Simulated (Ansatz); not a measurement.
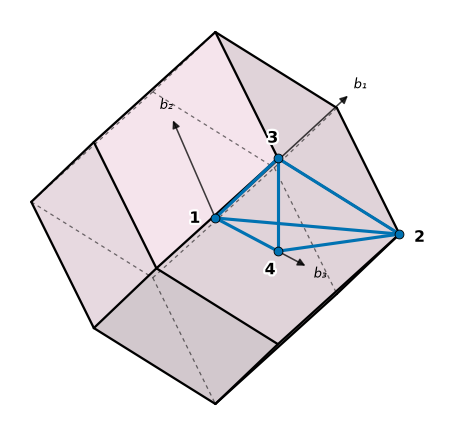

Crystal: Ge, the geometry relaxed with Ansatz 0.2.0, DFT, PBE, plane waves (420 eV) with PAW, scalar-relativistic; the starting structure was generated, so it need not be a known form of this composition. The first Brillouin zone of a body-centred cubic lattice (cI; extended symbol cI1) is drawn with its special points numbered. Symmetry computed with spglib at a tolerance of 0.002 Å; standard conventional cell.

a = 3.382 Å, b = 3.382 Å, c = 3.382 Å, α = 90.00°, β = 90.00°, γ = 90.00°.

Labels and path follow the convention of Hinuma et al. (2017), as computed by seekpath; the arrows show the directions of the reciprocal primitive vectors b₁, b₂, b₃, in which coordinates are given.

Question: Give the label and coordinates of each numbered point.

Answer:
```json
{"no.": "1", "label": "Γ", "coordinates": "(0, 0, 0)"}
{"no.": "2", "label": "H", "coordinates": "(1/2, −1/2, 1/2)"}
{"no.": "3", "label": "P", "coordinates": "(1/4, 1/4, 1/4)"}
{"no.": "4", "label": "N", "coordinates": "(0, 0, 1/2)"}
```
